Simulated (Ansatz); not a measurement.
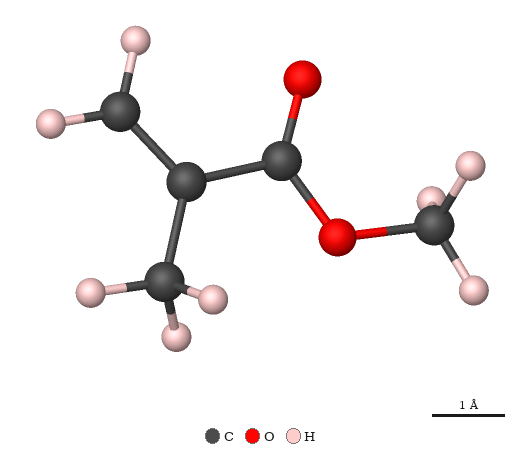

This is the input geometry for a relaxation of C5H8O2 (coarse preliminary run). A ball-and-stick model, seen at a tilt.

The start comes from a force field.

These are results of RKS PBE-D4/def2-SVP in Ansatz 0.2.0, not measurements.

Input file:
```yaml
crystal:
  periodic: [false, false, false]
  atoms:
    - {symbol: C, position_ang: [-2.122000, 0.804500, 0.532200]}
    - {symbol: C, position_ang: [-0.965000, 0.108500, 0.463600]}
    - {symbol: C, position_ang: [-0.717400, -1.088400, 1.351300]}
    - {symbol: C, position_ang: [0.068000, 0.518900, -0.496800]}
    - {symbol: O, position_ang: [-0.100100, 1.502300, -1.245600]}
    - {symbol: O, position_ang: [1.129800, -0.268300, -0.437400]}
    - {symbol: C, position_ang: [2.229800, 0.047100, -1.333100]}
    - {symbol: H, position_ang: [-2.903900, 0.524800, 1.157000]}
    - {symbol: H, position_ang: [-2.309400, 1.642700, -0.136400]}
    - {symbol: H, position_ang: [-0.486900, -2.016800, 0.739200]}
    - {symbol: H, position_ang: [0.155000, -0.894300, 1.973200]}
    - {symbol: H, position_ang: [-1.551400, -1.353500, 2.035000]}
    - {symbol: H, position_ang: [1.891200, 0.028100, -2.330300]}
    - {symbol: H, position_ang: [3.045200, -0.629400, -1.184300]}
    - {symbol: H, position_ang: [2.563200, 1.123900, -1.125700]}
basis:
  gaussian: {orbitals: def2-SVP}
hamiltonian: {xc: pbe, dispersion: d4}
relax: {f_tol: 0.03, max_steps: 200}
```

Run as
```bash
ansatz run in.yaml --threads 2 --pin off --events-out ev --progress --plain --max-ram 22528MiB --backend cpu
```

Predict the outcome.

The energy falls by 0.355 eV in 6 accepted moves (7 points after the start). The largest force component goes from 2.4 to 0.011 eV/Å. The line search rejected the trial step at point 4 of the run. The largest moves after the best rigid fit, 0.070 Å, are those of O5 and H8. By element the largest moves are H 0.070 Å, O 0.070 Å, C 0.046 Å. Among the contacts that change: C1–H8 1.039 → 1.101 Å, C7–H13 1.053 → 1.109 Å, C4–O6 1.323 → 1.362 Å, C7–H15 1.146 → 1.109 Å. Bond angles that change, for instance: C2–C4–O5 121.2° → 126.0°, O6–C7–H14 110.7° → 106.2°, O5–C4–O6 127.2° → 122.9°. The run took of the order of 40 core-seconds on a shared host.

Final geometry:

```xyz
15

C    -2.1422    0.7908    0.5113
C    -0.9918    0.0840    0.4836
C    -0.7069   -1.1046    1.3596
C     0.0559    0.5346   -0.4938
O    -0.0347    1.4811   -1.2564
O     1.1587   -0.2621   -0.4314
C     2.2137    0.0896   -1.3306
H    -2.9607    0.5254    1.1979
H    -2.2721    1.6509   -0.1632
H    -0.4787   -2.0034    0.7511
H     0.1873   -0.9283    1.9920
H    -1.5678   -1.3304    2.0177
H     1.8685    0.0432   -2.3836
H     3.0234   -0.6411   -1.1569
H     2.5732    1.1205   -1.1354
```

The end point in the same view:

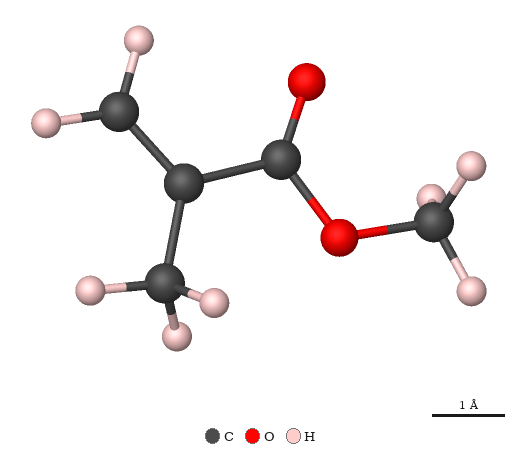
